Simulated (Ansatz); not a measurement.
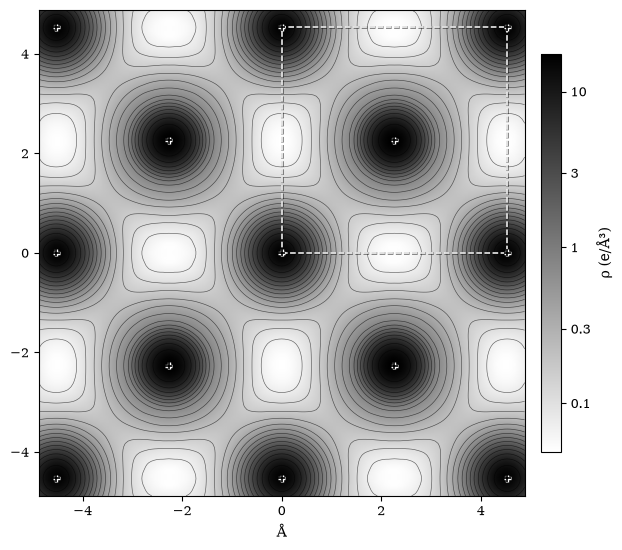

The valence electron density on a plane through atoms (crosses mark nuclei in the plane).

Theory: DFT PBE, plane waves, PAW (Ansatz).

Candidates:
A. SnO2, a = 4.75 Å, b = 4.75 Å, c = 3.22 Å, α = 90.00°, β = 90.00°, γ = 90.00°. Space group P4₂/mnm; computed pressure about 5 GPa in this cell.
B. SnTe, a = 4.53 Å, b = 4.53 Å, c = 6.30 Å, α = 90.00°, β = 90.00°, γ = 90.00°. Space group I4/mmm.

### Which system is this?

Candidate B: SnTe on the (001) plane of the conventional cell, which holds Sn and Te. Sn–Te (3.20 Å): ρ at the midpoint is about 0.21 e/Å³.
